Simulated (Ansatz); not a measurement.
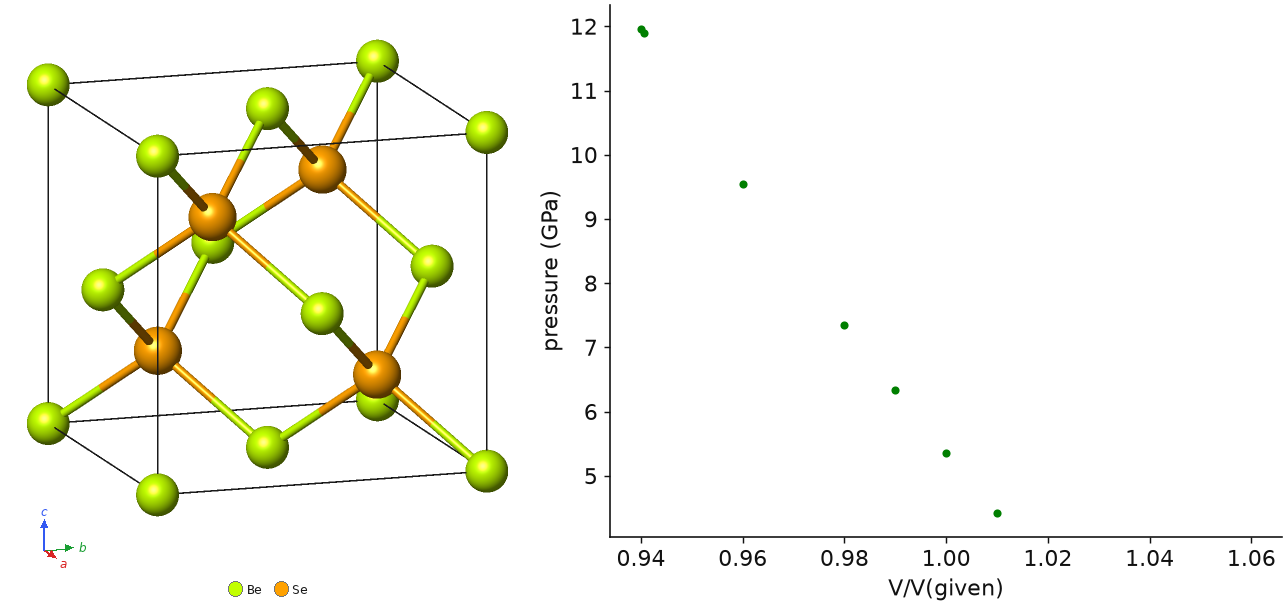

The plot gives the computed pressure against V/V(given) for BeSe, space group F-43m (No. 216). The conventional cell is drawn beside the plot.

Structure:
```
Be Se
1.0
     0.00000    2.53500    2.53500
     2.53500    0.00000    2.53500
     2.53500    2.53500    0.00000
Be Se
1 1
Cartesian
  0.0000 0.0000 0.0000
  3.8025 3.8025 3.8025
```

Calculation (Ansatz 0.2.0): periodic Kohn-Sham DFT of a crystal at fixed atoms, scaled to the stated factor times the given cell; pressure positive in compression. Level: PBE.

method frozen-core PAW; relativity scalar; k mesh 10×10×10; occupations Fermi–Dirac; smearing width 0.03 eV; wave cutoff 420 eV; PAW set soft_2.

V(given) is 16.29 Å³/atom.

The points at V/V(given) 1.0200, 1.0400 and 1.0600 are left out of the plot. What values does the calculation give there?

```csv
V/V(given),pressure (GPa)
1.0200,3.5
1.0400,1.9
1.0600,0.4
```

Keep in mind: the volumes run don't bracket the minimum of the energy, so any equilibrium value is extrapolated.
